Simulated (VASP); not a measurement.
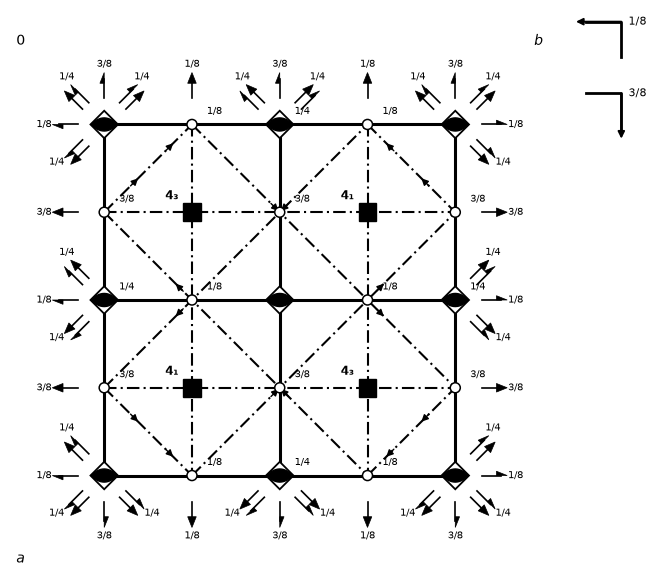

Symmetry elements of a space group, projected down c, computed from the operations of a computed or model structure of composition TiO2.

Graphical symbols as in the International Tables (origin upper left, heights as fractions; handed screw axes are marked by their printed symbols).

**Identify the space group.**

I4₁/amd (No. 141, origin choice 1); body-centred tetragonal, point group 4/mmm, 32 general positions a cell.

**List the elements shown.**

−4 axes along c at (0, 0; inversion point at height 0), (0, 1/2; inversion point at height 1/4), (1/2, 0; inversion point at height 1/4), (1/2, 1/2; inversion point at height 0); 4₃ axes along c at (1/4, 1/4), (3/4, 3/4); 4₁ axes along c at (1/4, 3/4), (3/4, 1/4); inversion centres at (0, 1/4; c height 1/8), (0, 3/4; c height 1/8), (1/4, 0; c height 3/8), (1/4, 1/2; c height 3/8), (1/2, 1/4; c height 1/8), (1/2, 3/4; c height 1/8), (3/4, 0; c height 3/8), (3/4, 1/2; c height 3/8); d glide planes holding c and [1 1 0] or [−1 1 0]; mirror planes normal to a, at x = 0, 1/2; n glide planes normal to a, at x = 1/4, 3/4; mirror planes normal to b, at y = 0, 1/2; n glide planes normal to b, at y = 1/4, 3/4; a b glide plane normal to c at height 1/8; an a glide plane normal to c at height 3/8; 2 axes along [1 1 0] at heights 0, 1/4; 2 axes along [−1 1 0] at heights 0, 1/4; 2 axes along a at height 1/8; 2 axes along b at height 3/8; 2₁ axes along [1 1 0] at heights 0, 1/4; 2₁ axes along [−1 1 0] at heights 0, 1/4; 2₁ axes along a at height 3/8; 2₁ axes along b at height 1/8. Heights repeat every half period; positions are (a, b) fractions, modulo 1.

**Write the general positions (in any order).**

For each centring vector (0, 0, 0), (1/2, 1/2, 1/2):
x, y, z
−y, x+1/2, z+1/4
−x+1/2, −y+1/2, z+1/2
y+1/2, −x, z+3/4
x, −y+1/2, −z+1/4
−y, −x, −z
−x+1/2, y, −z+3/4
y+1/2, x+1/2, −z+1/2
−x, −y+1/2, −z+1/4
y, −x, −z
x+1/2, y, −z+3/4
−y+1/2, x+1/2, −z+1/2
−x, y, z
y, x+1/2, z+1/4
x+1/2, −y+1/2, z+1/2
−y+1/2, −x, z+3/4
